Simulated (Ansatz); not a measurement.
Zr8O17 (cell charge −2, with a compensating background) (cell with a defect)

Input file:

```
crystal:
  lattice:
    - [4.2511893084, 0.0, 5.2149190314]
    - [-5.1282203869, 5.2112696551, 0.0073855387]
    - [-5.1282203869, -5.2112696551, 0.0073855387]
  atoms:
    - { symbol: Zr, position: [0.7779948836, 0.0015846611, 0.0620637376] }
    - { symbol: Zr, position: [0.7776532586, 0.4983854139, 0.5215826163] }
    - { symbol: Zr, position: [0.2689294043, 0.5484827826, -0.007310547] }
    - { symbol: Zr, position: [0.28901133, 0.0499893725, 0.5205978123] }
    - { symbol: Zr, position: [0.725931996, 0.9475552016, 0.5064413572] }
    - { symbol: Zr, position: [0.7056946529, 0.4460311111, 0.9780440836] }
    - { symbol: Zr, position: [0.2167917574, 0.4943475969, 0.4370603523] }
    - { symbol: Zr, position: [0.2152483058, 0.9945311653, 0.9776030561] }
    - { symbol: O, position: [0.8576180977, 0.9749002033, 0.824005737] }
    - { symbol: O, position: [0.8969983182, 0.5406611769, 0.3009242999] }
    - { symbol: O, position: [0.3787856835, 0.8150484111, 0.5073199589] }
    - { symbol: O, position: [0.3072760458, 0.2958255461, 0.9206441895] }
    - { symbol: O, position: [0.0240801825, 0.3556467012, 0.1061490182] }
    - { symbol: O, position: [0.0272979549, 0.8693316869, 0.6169453463] }
    - { symbol: O, position: [0.47096327, 0.8790203302, 0.1394698589] }
    - { symbol: O, position: [0.4697541015, 0.386845437, 0.6215811991] }
    - { symbol: O, position: [0.5242885167, 0.6173584197, 0.3603529492] }
    - { symbol: O, position: [0.5251239346, 0.1093032987, 0.8782664082] }
    - { symbol: O, position: [0.9710288928, 0.1405026341, 0.3927041793] }
    - { symbol: O, position: [0.9677837234, 0.6269835754, 0.882105598] }
    - { symbol: O, position: [0.6154793764, 0.6806987155, -0.0083869808] }
    - { symbol: O, position: [0.6796982358, 0.1951085261, 0.5756137389] }
    - { symbol: O, position: [0.1372375205, 0.5209852881, 0.6752277536] }
    - { symbol: O, position: [0.0968255807, -0.0488670223, 0.2021508116] }
    - { symbol: O, position: [0.4872946447, 0.245064251, 0.2464227583] }
  host:
    lattice:
      - [5.1282203869, 0.0, -0.0073855387]
      - [0.0, 5.2112696551, 0.0]
      - [-0.8770310784, 0.0, 5.2223045701]
    atoms:
      - { symbol: Zr, position: [0.7228105562, 0.9567594714, 0.7906139649] }
      - { symbol: Zr, position: [0.7228105562, 0.5432405286, 0.2906139649] }
      - { symbol: Zr, position: [0.2771894438, 0.4567594714, 0.7093860351] }
      - { symbol: Zr, position: [0.2771894438, 0.0432405286, 0.2093860351] }
      - { symbol: O, position: [0.0700315844, 0.1634255222, 0.8412436011] }
      - { symbol: O, position: [0.0700315844, 0.3365744778, 0.3412436011] }
      - { symbol: O, position: [0.5513872818, 0.2577276877, 0.0203395978] }
      - { symbol: O, position: [0.4486127182, 0.7577276877, 0.4796604022] }
      - { symbol: O, position: [0.5513872818, 0.2422723123, 0.5203395978] }
      - { symbol: O, position: [0.4486127182, 0.7422723123, 0.9796604022] }
      - { symbol: O, position: [0.9299684156, 0.6634255222, 0.6587563989] }
      - { symbol: O, position: [0.9299684156, 0.8365744778, 0.1587563989] }
total_charge: -2
basis:
  ecutwfc: 420
  xc_grid: 2
kpoints:
  mp_grid: { grid: [2, 2, 2], shift: [0.5, 0.5, 0.5] }
hamiltonian:
  xc: pbesol
scf:
  occupations: { method: gaussian, width: 0.01 }
output:
  forces: true
  stress: false
  eigenvalues: true
  charged_corrections:
    defect_position: [0.5, 0.25, 0.25]
    epsilon: [[23.2166, 0.0, 1.1987], [0.0, 21.3868, 0.0], [1.1987, 0.0, 17.0429]]
  write_density: true
  write_potential: true
  elf: true
  volumetric_format: npy
relax:
  adjacent_minimum: "off"
  f_tol: 0.025
  max_steps: 45
```

Run with:

```sh
ansatz run input.yaml --threads 4 --pin off --max-ram 10240MiB --backend cpu --events-out ev --progress --plain --runs-dir out
```

The fields are those of the run's last geometry, not of the input's.

Theory: DFT PBEsol, scalar-relativistic, plane waves, PAW (Ansatz).

In a PAW calculation such maps are meaningful between the atoms, not at the nuclei.

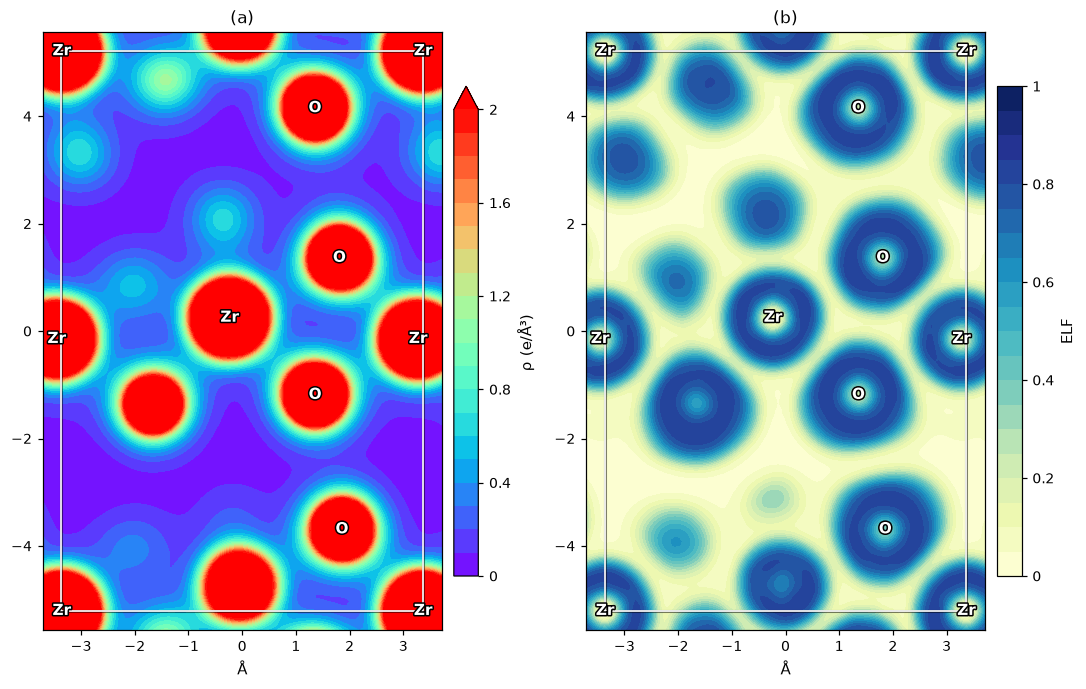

Figure 1. (a) valence electron density; (b) electron localisation function on the (011) plane of the calculation cell.

Question: Interpret the plot.

Answer: The section cuts through Zr and O sites. Atoms just off the plane (Zr, 0.4 Å away and O, 0.3 Å away) can leave unmarked features too. Zr–O (2.12 Å): ρ at the midpoint is about 0.66 e/Å³; the ELF peaks at about 0.85 in the valence shell of O, 0.6 Å from its nucleus, and drops to about 0.20 between the two atoms; no shared electron pair shows on this line. Zr–O (2.18 Å): ρ at the midpoint is about 0.57 e/Å³; the ELF peaks at about 0.85 in the valence shell of O, 0.6 Å from its nucleus, and drops to about 0.20 between the two atoms: no localised pair shows between them. Zr–O (2.27 Å): ρ is about 0.45 e/Å³ halfway; the ELF peaks at about 0.85 in the valence shell of O, 0.7 Å from its nucleus, and drops to about 0.15 between the two atoms: no localised pair shows between them. Zr–O (2.33 Å): the density is about 0.39 e/Å³ at the midpoint; the ELF peaks at about 0.85 in the valence shell of O, 0.7 Å from its nucleus, and drops to about 0.15 between the two atoms: no shared electron pair shows on this line. Between the atoms the lowest density in this plane is 0.03 e/Å³. The features right at Zr lie inside the PAW spheres, where the map follows smoothed inner orbitals and isn't to be read closely.

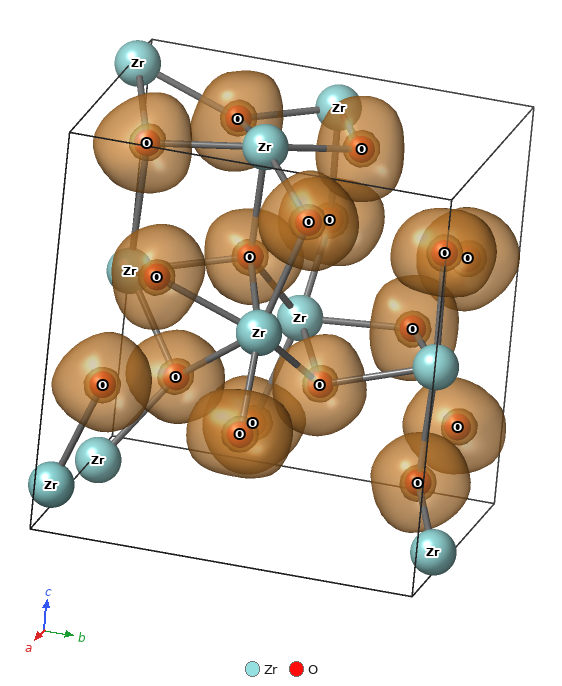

Figure 2. Isosurface of the ELF at 0.65 (orange), seen slightly off an axis. Only the valence region is drawn (cores and ρ < 0.01 e/Å³ removed). Sticks mark near contacts.

Question: Where are the electrons localised?

Answer: At this value the surface marks out 17 regions wrapped around O (the valence shell of each), counted in one cell of 25 atoms. Any copies at cell faces, edges or corners count once. Profiles from the grid: Zr–O (2.03 Å): the ELF peaks at about 0.85 in the valence shell of O, 0.6 Å from its nucleus, and drops to about 0.25 between the two atoms (no shared electron pair shows on this line). Zr–O (2.07 Å): the ELF peaks at about 0.80 in the valence shell of O, 0.6 Å from its nucleus, and drops to about 0.25 between the two atoms; no localised pair shows between them.

Question: Does the calculation give a band gap?

Answer: It is gapped, with a Kohn–Sham gap of 3.3 eV on the k-point mesh, an upper bound to the gap of this method.
